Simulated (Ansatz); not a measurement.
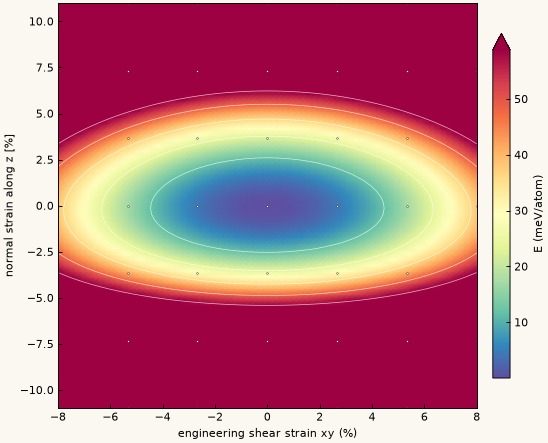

Pt (P6_3/mmc, No. 194; 2 atoms in the cell). The energy is mapped over two homogeneous strains (x along [1 0 0], y along [1 2 0], z along [0 0 1] of the conventional cell). The first coordinate is: engineering shear strain xy; the second: normal strain along z. Nothing is relaxed (fractional coordinates fixed). The scan uses a 7 × 7 grid; 28 points were computed and 21 follow by symmetry. Points are written as (first, second). All energies are given in meV/atom relative to the lowest grid point. Level of theory: DFT PBEsol, scalar-relativistic, plane waves, PAW (Ansatz). Settings: cutoff 420 eV, k-mesh 18×18×10 in the order of the run's cell vectors, gaussian smearing 0.15 eV, no spin polarisation.

Drawn: a smooth colour map with a few white contour lines, dots at the grid points, one colour for all values above the top of the scale. Between grid points the surface is interpolated.

**Where is the minimum, and how stiff is the crystal against these two strains (in GPa)?**

The interpolated minimum is at 0.0 % and 0.0 %. Divided by the cell volume of 30.3 Å³, the second derivatives of the energy there are about 128 GPa along the first strain and 390 GPa along the second, with a cross term of about 0 GPa (clamped ions). Round the minimum the two coordinates are nearly uncoupled.
